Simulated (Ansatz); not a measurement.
**Molecular dynamics of Mg$_{12}$O$_{13}$ (part 1 of 2)**

The run: molecular dynamics of Mg$_{12}$O$_{13}$ (slab, 25 atoms in the cell). Method and program: DFT PBE, scalar-relativistic, plane waves, PAW, PAW set soft_1, spin-polarised (Ansatz 0.2.0).

The structure derives from an entry of the Crystallography Open Database. The input holds or restrains some coordinates. It belongs to a series of runs on one base structure; here: dynamics from the last frame of the run before. Figures and captions count atoms from 1; the log counts them from 0 in places.

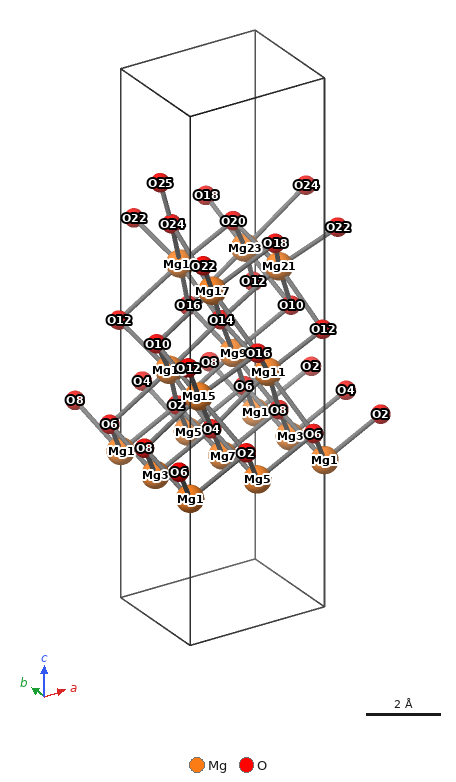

**Figure 1.** The input geometry (ball-and-stick view of the cell of the calculation, with the vacuum cut short, seen slightly off an axis; bonded neighbours outside the cell are drawn too; atoms are numbered from 1 in the order of the input). An atom can appear more than once, as a periodic image.

Key numbers

```tsv
quantity	value
outcome	finished
mean temperature over the second half	406 K
trajectory	300 steps, 300 fs
ensemble	nvt_nose_hoover
temperature in the input	450.0 K
time step	1 fs
electrons treated	198
potential energy (free energy of the electrons) (last step)	−30471.9091 eV
Fermi energy (last step)	0.885 eV
net moment of the cell (last step)	3.41 μB
integrated absolute moment (last step)	3.55 μB
largest force (length of the vector) (last step), held atoms and coordinates included	3.000 eV/Å
hardware	4 threads of AMD EPYC (Zen 3), 24 GiB of memory available, shared host
wall time	33 min (CPU time 2.1 h)
peak memory	1.5 GiB
```

The k-point mesh is coarse for a cell of this size, so the results may not be converged. So short a trajectory is not equilibrated.

The input
```yaml
crystal:
  lattice:
    - [5.614428, 0.0, 0.0]
    - [2.807214, 4.862237, 0.0]
    - [0.0, 0.0, 18.730201]
  atoms:
    - { symbol: Mg, position: [0.0, 0.0, 0.0533897] }
    - { symbol: O, position: [0.3333333, 0.8333333, 0.1145765] }
    - { symbol: Mg, position: [0.0, 0.5, 0.0533897] }
    - { symbol: O, position: [0.3333333, 0.3333333, 0.1145765] }
    - { symbol: Mg, position: [0.5, 0.0, 0.0533897] }
    - { symbol: O, position: [0.8333333, 0.8333333, 0.1145765] }
    - { symbol: Mg, position: [0.5, 0.5, 0.0533897] }
    - { symbol: O, position: [0.8333333, 0.3333333, 0.1145765] }
    - { symbol: Mg, position: [0.6685839, 0.67280311, 0.18425864] }
    - { symbol: O, position: [0.00580487, 0.49392878, 0.24897725] }
    - { symbol: Mg, position: [0.66880263, 0.17206039, 0.19198113] }
    - { symbol: O, position: [-0.01027048, 0.00704049, 0.24869491] }
    - { symbol: Mg, position: [0.18614544, 0.66076094, 0.18794976] }
    - { symbol: O, position: [0.48991845, 0.51025773, 0.25593284] }
    - { symbol: Mg, position: [0.15662076, 0.17950662, 0.18419554] }
    - { symbol: O, position: [0.49943036, -0.00651333, 0.24220438] }
    - { symbol: Mg, position: [0.33703329, 0.33278202, 0.32061076] }
    - { symbol: O, position: [0.70035661, 0.12885511, 0.38495342] }
    - { symbol: Mg, position: [0.36460782, 0.85015641, 0.32261802] }
    - { symbol: O, position: [0.67301508, 0.68335058, 0.38070248] }
    - { symbol: Mg, position: [0.83978054, 0.34564018, 0.3271949] }
    - { symbol: O, position: [0.17698673, 0.15188766, 0.37999549] }
    - { symbol: Mg, position: [0.83827429, 0.83218244, 0.32042763] }
    - { symbol: O, position: [0.19783674, 0.65006546, 0.40575295] }
    - { symbol: O, position: [0.12994416, 0.68284563, 0.46870305], spin: 1.0 }
magnetization:
  spin_polarized: true
basis:
  ecutwfc: 420.0
kpoints:
  mp_grid: { grid: [2, 2, 1] }
hamiltonian:
  xc: pbe
  pseudopotentials: { kind: paw, azcp: { folder: soft_1 } }
scf:
  occupations: { method: fermi_dirac, width: 0.02 }
  lower_state_search: "off"
md:
  timestep: 1
  n_steps: 300
  ensemble: nvt_nose_hoover
  temperature: 450.0
  initial_velocities: maxwell_boltzmann
  seed: 247989
  nose_hoover: { tau: 200.0, chain_length: 1 }
  constraints: [{ sites: [0, 1, 2, 3, 4, 5, 6, 7] }]
```

Launch command:
```bash
ansatz run input.yaml --threads 4 --pin off --max-ram 10240MiB --backend cpu --events-out ev --progress --plain --runs-dir out
```

Output
```
Warning: md: disabling space-group detection — thermal motion breaks the input geometry's symmetry, so no spatial operation reduces the k-mesh or symmetrises the density; time reversal is kept, so that k and −k are solved as one point where they differ and the mesh holds both, and exact exchange and, on two spinor components, a DFT+U term hold to it where the run has them: on two components no moment then forms, and a state that bears one, which a typed moment (crystal.atoms[].spin; refused beside efield: under a hybrid functional) reaches, can lie lower, under hf by electronvolts; crystal.symmetry.detect: false (a key that needs symmetry detection or time reversal refuses this as the deck is read) with time_reversal: false beside it drops time reversal too
Engine: ansatz 0.2.0, x86_64-unknown-linux-gnu
Pseudopotentials: kind: paw
Pseudopotential: Mg, paw, valence charge 10, recommended cutoff 420 eV (normal), [file]
Pseudopotential: O, paw, valence charge 6, recommended cutoff 420 eV (normal), [file]
Functional definition: PBE
  parameter kappa = 0.804
  parameter beta = 0.06672455060314922
  exchange = pbe_x(kappa = kappa, mu = beta*pi^2/3)
  correlation = pbe_c(beta = beta)
Crystal: 25 atoms, lattice volume = 511.310 Å³
Basis set: ecut = 420 eV, 10023 PW (Γ), exchange–correlation on 80×80×256 points (8 copies of the dense FFT grid, shifted against one another)
Bands: 125, of which v1, the nominal top of the filled ones, is band 99 counted from 1 (98 counted from 0)
Symmetry: 1 space group operations
k-points: 4
Non-local potential: Mg, projectors of the file, l = 0: 3, l = 1: 2, l = 2: 1
Non-local potential: O, projectors of the file, l = 0: 2, l = 1: 2, l = 2: 1
PAW form: soft (Blöchl's): semilocal exchange-correlation on the pseudo side does not see the compensation charge
PAW one-centre angular grid: Mg, 110 points (default); XC on 64 Gauss nodes
PAW one-centre angular grid: O, 110 points (default); XC on 64 Gauss nodes
Initial density: superposition of atomic densities (neutral atoms: chi_scale 0, normalization atom)
Starting moments: Σ|m| = 1 μB on 1 of 25 sites
Initial wavefunctions: pseudopotential atomic-orbital guess
Functional: x = pbe(κ = 0.804, μ = 0.2195149727645171), c = pbe(β = 0.06672455060314922)
SCF iter   1: F=—  HF=-30499.793473 eV  |F-HF|=—  |Δ(HF+E_count)|=         —  Δρ=6.34e-2 (↑6.22e-2 ↓6.34e-2)  dr2=1.98e2  dr2_m=3.33e-1  M=0.500 μB ∫|m|=0.540 μB  β_m=0.30  ethr=3.10e-3  ⟨swp⟩=9.2  Hψ=4892  notcnv=0  defer=107
preconditioner: auto → LDOS  [metal: Δε(μ)=0.023 eV  Ē_g=13.420 eV  σ=0.020 eV  W_gap=0.27  n_scr=96 (ndim 8)  ℏωp=14.7 eV  f_vac=0.480  D(μ)=13.51/eV (n_scr^D=78)]
spin=Collinear: LDOS preconditioning applied to the charge; magnetization (m = ρ↑ − ρ↓) channel mixes plain (no charge-response kernel on spin).
SCF iter   2: F=—  HF=-30475.951680 eV  |F-HF|=—  |Δ(HF+E_count)|=    2.38e1  Δρ=2.95e-2 (↑2.95e-2 ↓2.81e-2)  dr2=4.41e1  dr2_m=1.07e0  M=1.984 μB ∫|m|=2.011 μB  β_m=1.00  ethr=3.10e-3  ⟨swp⟩=3.1  Hψ=1874  notcnv=0  defer=160
SCF iter   3: F=—  HF=-30477.318193 eV  |F-HF|=—  |Δ(HF+E_count)|=    1.37e0  Δρ=6.35e-2 (↑3.83e-2 ↓6.35e-2)  dr2=9.05e1  dr2_m=2.16e0  M=0.365 μB ∫|m|=0.742 μB  β_m=0.30  ethr=3.10e-3  ⟨swp⟩=4.0  Hψ=1750  notcnv=0  defer=137
SCF iter   4: F=—  HF=-30472.944568 eV  |F-HF|=—  |Δ(HF+E_count)|=    4.37e0  Δρ=2.39e-2 (↑2.09e-2 ↓2.39e-2)  dr2=1.11e1  dr2_m=8.86e-2  M=1.120 μB ∫|m|=1.220 μB  β_m=0.30  ethr=3.10e-3  ⟨swp⟩=3.2  Hψ=1506  notcnv=0  defer=124
SCF iter   5: F=—  HF=-30472.810037 eV  |F-HF|=—  |Δ(HF+E_count)|=   1.35e-1  Δρ=2.51e-2 (↑2.51e-2 ↓1.50e-2)  dr2=5.18e1  dr2_m=1.84e-1  M=0.682 μB ∫|m|=1.262 μB  β_m=0.30  ethr=3.10e-3  ⟨swp⟩=3.0  Hψ=1593  notcnv=0  defer=138
SCF iter   6: F=—  HF=-30473.269811 eV  |F-HF|=—  |Δ(HF+E_count)|=   4.60e-1  Δρ=3.00e-2 (↑3.00e-2 ↓2.32e-2)  dr2=2.19e1  dr2_m=1.86e-1  M=0.500 μB ∫|m|=0.707 μB  β_m=0.30  ethr=3.10e-3  ⟨swp⟩=2.9  Hψ=1495  notcnv=0  defer=128
SCF iter   7: F=—  HF=-30471.847524 eV  |F-HF|=—  |Δ(HF+E_count)|=    1.42e0  Δρ=1.42e-2 (↑6.93e-3 ↓1.42e-2)  dr2=1.74e0  dr2_m=2.81e-1  M=1.765 μB ∫|m|=1.824 μB  β_m=1.00  ethr=3.10e-3  ⟨swp⟩=2.4  Hψ=1155  notcnv=0  defer=150
SCF iter   8: F=—  HF=-30471.955880 eV  |F-HF|=—  |Δ(HF+E_count)|=   1.08e-1  Δρ=7.44e-3 (↑7.40e-3 ↓7.44e-3)  dr2=1.37e0  dr2_m=1.26e-1  M=2.313 μB ∫|m|=2.404 μB  β_m=1.00  ethr=8.81e-4  ⟨swp⟩=2.0  Hψ=1223  notcnv=0  defer=150
SCF iter   9: F=—  HF=-30472.045619 eV  |F-HF|=—  |Δ(HF+E_count)|=   8.97e-2  Δρ=6.53e-3 (↑6.53e-3 ↓5.55e-3)  dr2=3.28e-1  dr2_m=9.76e-2  M=2.793 μB ∫|m|=2.848 μB  β_m=1.00  ethr=6.90e-4  ⟨swp⟩=2.5  Hψ=1105  notcnv=0  defer=150
SCF iter  10: F=—  HF=-30472.116280 eV  |F-HF|=—  |Δ(HF+E_count)|=   7.07e-2  Δρ=4.48e-3 (↑3.98e-3 ↓4.48e-3)  dr2=2.33e-1  dr2_m=3.79e-2  M=3.017 μB ∫|m|=3.077 μB  β_m=0.30  ethr=1.66e-4  ⟨swp⟩=2.1  Hψ=1451  notcnv=0  defer=150
Mixer restart at iter 10: flushing history
spin-set hold released at iteration 10 (site moments contracting): the magnetisation degrees of freedom join the quasi-Newton model from the next iteration; the mixer history was flushed
SCF iter  11: F=—  HF=-30472.171869 eV  |F-HF|=—  |Δ(HF+E_count)|=   5.56e-2  Δρ=4.63e-3 (↑3.89e-3 ↓4.63e-3)  dr2=1.36e-1  dr2_m=6.57e-2  M=3.193 μB ∫|m|=3.256 μB  β_m=0.61  ethr=1.18e-4  ⟨swp⟩=2.2  Hψ=982  notcnv=0  defer=150
SCF iter  12: F=—  HF=-30472.299491 eV  |F-HF|=—  |Δ(HF+E_count)|=   1.28e-1  Δρ=3.94e-3 (↑2.80e-3 ↓3.94e-3)  dr2=5.95e-2  dr2_m=5.01e-2  M=3.498 μB ∫|m|=3.591 μB  β_m=0.82  ethr=6.89e-5  ⟨swp⟩=3.1  Hψ=1296  notcnv=0  defer=150
SCF iter  13: F=—  HF=-30472.320022 eV  |F-HF|=—  |Δ(HF+E_count)|=   2.05e-2  Δρ=1.56e-3 (↑1.56e-3 ↓9.11e-4)  dr2=4.38e-2  dr2_m=4.68e-3  M=3.500 μB ∫|m|=3.645 μB  β_m=0.81  ethr=3.00e-5  ⟨swp⟩=3.0  Hψ=1663  notcnv=0  defer=150
SCF iter  14: F=—  HF=-30472.320396 eV  |F-HF|=—  |Δ(HF+E_count)|=   3.74e-4  Δρ=1.05e-3 (↑6.68e-4 ↓1.05e-3)  dr2=3.04e-2  dr2_m=1.37e-3  M=3.497 μB ∫|m|=3.635 μB  β_m=0.73  ethr=2.21e-5  ⟨swp⟩=2.9  Hψ=1317  notcnv=0  defer=150
SCF iter  15: F=—  HF=-30472.318374 eV  |F-HF|=—  |Δ(HF+E_count)|=   2.02e-3  Δρ=4.44e-4 (↑2.21e-4 ↓4.44e-4)  dr2=1.49e-2  dr2_m=1.48e-4  M=3.491 μB ∫|m|=3.624 μB  β_m=0.79  ethr=1.53e-5  ⟨swp⟩=2.4  Hψ=1310  notcnv=0  defer=150
SCF iter  16: F=—  HF=-30472.317598 eV  |F-HF|=—  |Δ(HF+E_count)|=   7.76e-4  Δρ=7.32e-4 (↑2.50e-4 ↓7.32e-4)  dr2=1.01e-2  dr2_m=6.93e-4  M=3.445 μB ∫|m|=3.579 μB  β_m=0.73  ethr=7.50e-6  ⟨swp⟩=2.5  Hψ=1210  notcnv=0  defer=150
SCF iter  17: F=—  HF=-30472.317237 eV  |F-HF|=—  |Δ(HF+E_count)|=   3.61e-4  Δρ=1.10e-4 (↑1.10e-4 ↓9.80e-5)  dr2=1.71e-4  dr2_m=2.80e-5  M=3.469 μB ∫|m|=3.602 μB  β_m=0.79  ethr=5.11e-6  ⟨swp⟩=1.5  Hψ=983  notcnv=0  defer=150
SCF iter  18: F=—  HF=-30472.317264 eV  |F-HF|=—  |Δ(HF+E_count)|=   2.67e-5  Δρ=5.70e-5 (↑5.70e-5 ↓4.22e-5)  dr2=9.11e-5  dr2_m=7.05e-6  M=3.470 μB ∫|m|=3.603 μB  β_m=0.81  ethr=8.64e-8  ⟨swp⟩=2.2  Hψ=1221  notcnv=0  defer=150
SCF iter  19: F=—  HF=-30472.317586 eV  |F-HF|=—  |Δ(HF+E_count)|=   3.22e-4  Δρ=2.16e-5 (↑2.16e-5 ↓2.14e-5)  dr2=5.59e-5  dr2_m=4.32e-7  M=3.470 μB ∫|m|=3.603 μB  β_m=0.79  ethr=4.60e-8  ⟨swp⟩=2.0  Hψ=1230  notcnv=0  defer=150
SCF iter  20: F=—  HF=-30472.317586 eV  |F-HF|=—  |Δ(HF+E_count)|=   2.39e-7  Δρ=4.13e-5 (↑7.37e-6 ↓4.13e-5)  dr2=4.11e-5  dr2_m=2.14e-6  M=3.468 μB ∫|m|=3.600 μB  β_m=0.83  ethr=2.82e-8  ⟨swp⟩=1.8  Hψ=897  notcnv=0  defer=150
SCF iter  21: F=—  HF=-30472.317586 eV  |F-HF|=—  |Δ(HF+E_count)|=   8.20e-7  Δρ=2.38e-5 (↑5.25e-6 ↓2.38e-5)  dr2=1.56e-5  dr2_m=7.48e-7  M=3.468 μB ∫|m|=3.601 μB  β_m=0.81  ethr=2.08e-8  ⟨swp⟩=1.0  Hψ=850  notcnv=0  defer=150
SCF iter  22: F=—  HF=-30472.317585 eV  |F-HF|=—  |Δ(HF+E_count)|=   2.86e-7  Δρ=9.43e-6 (↑2.48e-6 ↓9.43e-6)  dr2=1.99e-6  dr2_m=1.15e-7  M=3.469 μB ∫|m|=3.602 μB  β_m=0.79  ethr=7.89e-9  ⟨swp⟩=1.1  Hψ=885  notcnv=0  defer=150
SCF iter  23: F=-30472.317585 eV  HF=-30472.317585 eV  |F-HF|=5.10e-8  |Δ(HF+E_count)|=   2.25e-8  Δρ=2.84e-6 (↑1.19e-6 ↓2.84e-6)  dr2=7.37e-8  dr2_m=9.60e-9  M=3.469 μB ∫|m|=3.602 μB  ethr=5.05e-11  ⟨swp⟩=3.1  Hψ=3363  notcnv=0
SCF 1 converged in 23 iterations: F = -30472.317585 eV  dr2 = 7.37e-8
  greatest PAW one-centre occupation: 1.000 electrons in one spin orbital (limit 2), on the Mg atom at site 18 (counted from 0), in its partial waves of l = 1
md step     0: t =     0.00 fs  T =   450.0 K  F+E_penalty+E_count = -30472.31758528 eV  E_kin = 0.988839 eV  conserved = -30471.32874629 eV  (23 SCF iters)
Initial density: handed on by an earlier stage of this run
Starting moments: Σ|m| = 1 μB on 1 of 25 sites; this step starts from the density that it was given
Initial wavefunctions: those handed on with the density
iter 1 solved again at ethr=3.15e-6 eV; its pass at ethr=3.10e-3 eV (dr2=6.24e-3 eV) is discarded
SCF iter   1: F=—  HF=-30472.303408 eV  |F-HF|=—  |Δ(HF+E_count)|=         —  Δρ=9.52e-4 (↑9.52e-4 ↓7.63e-4)  dr2=6.23e-3  dr2_m=1.76e-3  M=3.475 μB ∫|m|=3.607 μB  β_m=0.30  ethr=3.15e-6  ⟨swp⟩=10.0  Hψ=4444  notcnv=0  defer=3
[...]
preconditioner: auto → Resta (q_TF=auto, 2.329 Å⁻¹)  ε∞=2.4  [insulator: Δε(μ)=0.106 eV  Ē_g=13.760 eV  σ=0.020 eV  W_gap=0.84  n_scr=96 (ndim 8)  ℏωp=16.4 eV  f_vac=0.482  D(μ)=3.02/eV (n_scr^D=6)  ε∞_Penn≈2.4  vacuum switching on, ρ_ref=1.4e-2 e/Å³]
spin=Collinear: Resta preconditioning applied to the charge; magnetization (m = ρ↑ − ρ↓) channel mixes plain (no charge-response kernel on spin).
md step     1: t =     1.00 fs  T =   443.6 K  F+E_penalty+E_count = -30472.30347392 eV  E_kin = 0.974824 eV  conserved = -30471.32865023 eV  (11 SCF iters)
[... from here on the SCF iterations and repeated set-up lines of each step are left out, up to the last step ...]
md step     2: t =     2.00 fs  T =   437.3 K  F+E_penalty+E_count = -30472.28942726 eV  E_kin = 0.960889 eV  conserved = -30471.32853940 eV  (12 SCF iters)
md step     3: t =     3.00 fs  T =   431.7 K  F+E_penalty+E_count = -30472.27707306 eV  E_kin = 0.948641 eV  conserved = -30471.32843536 eV  (12 SCF iters)
md step     4: t =     4.00 fs  T =   427.6 K  F+E_penalty+E_count = -30472.26796884 eV  E_kin = 0.939620 eV  conserved = -30471.32835586 eV  (10 SCF iters)
md step     5: t =     5.00 fs  T =   425.5 K  F+E_penalty+E_count = -30472.26331170 eV  E_kin = 0.935012 eV  conserved = -30471.32831294 eV  (10 SCF iters)
md step     6: t =     6.00 fs  T =   425.7 K  F+E_penalty+E_count = -30472.26373911 eV  E_kin = 0.935448 eV  conserved = -30471.32831270 eV  (10 SCF iters)
md step     7: t =     7.00 fs  T =   428.2 K  F+E_penalty+E_count = -30472.26923709 eV  E_kin = 0.940917 eV  conserved = -30471.32835377 eV  (10 SCF iters)
md step     8: t =     8.00 fs  T =   432.7 K  F+E_penalty+E_count = -30472.27915167 eV  E_kin = 0.950770 eV  conserved = -30471.32842886 eV  (10 SCF iters)
md step     9: t =     9.00 fs  T =   438.6 K  F+E_penalty+E_count = -30472.29229237 eV  E_kin = 0.963828 eV  conserved = -30471.32852672 eV  (11 SCF iters)
md step    10: t =    10.00 fs  T =   445.3 K  F+E_penalty+E_count = -30472.30711188 eV  E_kin = 0.978559 eV  conserved = -30471.32863243 eV  (11 SCF iters)
md step    11: t =    11.00 fs  T =   452.0 K  F+E_penalty+E_count = -30472.32194121 eV  E_kin = 0.993308 eV  conserved = -30471.32873036 eV  (12 SCF iters)
md step    12: t =    12.00 fs  T =   458.1 K  F+E_penalty+E_count = -30472.33524889 eV  E_kin = 1.006559 eV  conserved = -30471.32880539 eV  (13 SCF iters)
md step    13: t =    13.00 fs  T =   462.9 K  F+E_penalty+E_count = -30472.34587843 eV  E_kin = 1.017165 eV  conserved = -30471.32884617 eV  (11 SCF iters)
md step    14: t =    14.00 fs  T =   466.2 K  F+E_penalty+E_count = -30472.35320826 eV  E_kin = 1.024505 eV  conserved = -30471.32885151 eV  (13 SCF iters)
md step    15: t =    15.00 fs  T =   468.1 K  F+E_penalty+E_count = -30472.35717843 eV  E_kin = 1.028513 eV  conserved = -30471.32882821 eV  (12 SCF iters)
md step    16: t =    16.00 fs  T =   468.5 K  F+E_penalty+E_count = -30472.35816160 eV  E_kin = 1.029543 eV  conserved = -30471.32879296 eV  (11 SCF iters)
md step    17: t =    17.00 fs  T =   467.9 K  F+E_penalty+E_count = -30472.35670348 eV  E_kin = 1.028122 eV  conserved = -30471.32876626 eV  (10 SCF iters)
md step    18: t =    18.00 fs  T =   466.3 K  F+E_penalty+E_count = -30472.35322373 eV  E_kin = 1.024654 eV  conserved = -30471.32876231 eV  (11 SCF iters)
md step    19: t =    19.00 fs  T =   463.8 K  F+E_penalty+E_count = -30472.34779188 eV  E_kin = 1.019206 eV  conserved = -30471.32878486 eV  (11 SCF iters)
md step    20: t =    20.00 fs  T =   460.3 K  F+E_penalty+E_count = -30472.34007641 eV  E_kin = 1.011455 eV  conserved = -30471.32882465 eV  (12 SCF iters)
md step    21: t =    21.00 fs  T =   455.5 K  F+E_penalty+E_count = -30472.32948216 eV  E_kin = 1.000825 eV  conserved = -30471.32886395 eV  (12 SCF iters)
md step    22: t =    22.00 fs  T =   449.0 K  F+E_penalty+E_count = -30472.31541331 eV  E_kin = 0.986738 eV  conserved = -30471.32888507 eV  (11 SCF iters)
md step    23: t =    23.00 fs  T =   440.9 K  F+E_penalty+E_count = -30472.29754689 eV  E_kin = 0.968883 eV  conserved = -30471.32887609 eV  (11 SCF iters)
md step    24: t =    24.00 fs  T =   431.1 K  F+E_penalty+E_count = -30472.27601387 eV  E_kin = 0.947394 eV  conserved = -30471.32883641 eV  (11 SCF iters)
md step    25: t =    25.00 fs  T =   420.0 K  F+E_penalty+E_count = -30472.25143653 eV  E_kin = 0.922885 eV  conserved = -30471.32877353 eV  (11 SCF iters)
md step    26: t =    26.00 fs  T =   407.9 K  F+E_penalty+E_count = -30472.22482937 eV  E_kin = 0.896361 eV  conserved = -30471.32869864 eV  (11 SCF iters)
md step    27: t =    27.00 fs  T =   395.5 K  F+E_penalty+E_count = -30472.19741169 eV  E_kin = 0.869029 eV  conserved = -30471.32862573 eV  (11 SCF iters)
md step    28: t =    28.00 fs  T =   383.2 K  F+E_penalty+E_count = -30472.17039198 eV  E_kin = 0.842085 eV  conserved = -30471.32856711 eV  (11 SCF iters)
md step    29: t =    29.00 fs  T =   371.6 K  F+E_penalty+E_count = -30472.14477673 eV  E_kin = 0.816529 eV  conserved = -30471.32853094 eV  (11 SCF iters)
md step    30: t =    30.00 fs  T =   360.9 K  F+E_penalty+E_count = -30472.12123719 eV  E_kin = 0.793029 eV  conserved = -30471.32851986 eV  (11 SCF iters)
md step    31: t =    31.00 fs  T =   351.3 K  F+E_penalty+E_count = -30472.10005065 eV  E_kin = 0.771866 eV  conserved = -30471.32853301 eV  (12 SCF iters)
md step    32: t =    32.00 fs  T =   342.6 K  F+E_penalty+E_count = -30472.08111796 eV  E_kin = 0.752945 eV  conserved = -30471.32856438 eV  (11 SCF iters)
md step    33: t =    33.00 fs  T =   334.9 K  F+E_penalty+E_count = -30472.06404874 eV  E_kin = 0.735887 eV  conserved = -30471.32860441 eV  (12 SCF iters)
md step    34: t =    34.00 fs  T =   327.7 K  F+E_penalty+E_count = -30472.04830041 eV  E_kin = 0.720160 eV  conserved = -30471.32864297 eV  (12 SCF iters)
md step    35: t =    35.00 fs  T =   320.9 K  F+E_penalty+E_count = -30472.03335192 eV  E_kin = 0.705254 eV  conserved = -30471.32866820 eV  (12 SCF iters)
md step    36: t =    36.00 fs  T =   314.4 K  F+E_penalty+E_count = -30472.01888601 eV  E_kin = 0.690864 eV  conserved = -30471.32866878 eV  (12 SCF iters)
```
